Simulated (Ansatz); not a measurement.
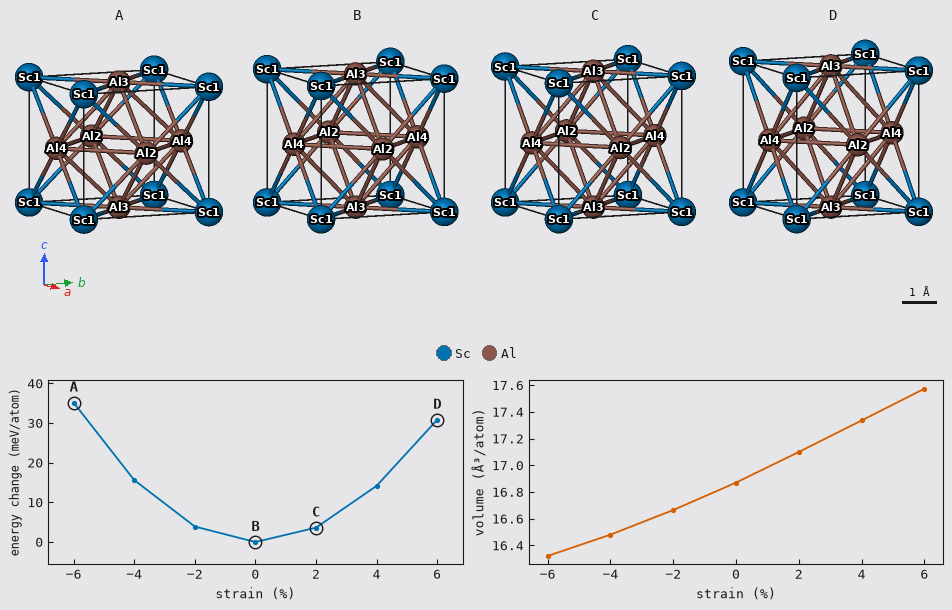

Members of a series of calculations on a crystal of ScAl₃ (set up in Pm-3m), marked on the first curve. A ball-and-stick model of the cell of the calculation, reduced to other axes, seen slightly off an axis. Lengths and directions refer to the drawn axes.

All numbers below come from DFT PBEsol, scalar-relativistic, plane waves, PAW in Ansatz. Set-up: plane-wave cutoff 420 eV; k-point mesh 14 × 14 × 14; occupations gaussian; smearing width 0.1 eV; no spin polarisation.

**Which kind of strain is it, and how does the structure respond?**

Uniaxial strain along a; b, c and atoms relaxed. A (strain −6.0 %): energy change 35.2 meV/atom, volume 16.32 Å³ per atom. B (strain 0.0 %): energy change 0.0 meV/atom, volume 16.87 Å³ per atom. C (strain 2.0 %): energy change 3.6 meV/atom, volume 17.10 Å³ per atom. D (strain 6.0 %): energy change 30.8 meV/atom, volume 17.57 Å³ per atom. The rest compares A with D. The volume changes by +7.7 %, with a = b 4.130 → 4.036 Å (−2.3 %), c 3.827 → 4.316 Å (+12.8 %). Near-neighbour distances before and after: Al–Sc 2.815 → 2.954 Å, Al–Al 2.815 → 2.954 Å, Al–Al 2.921 → 2.854 Å.
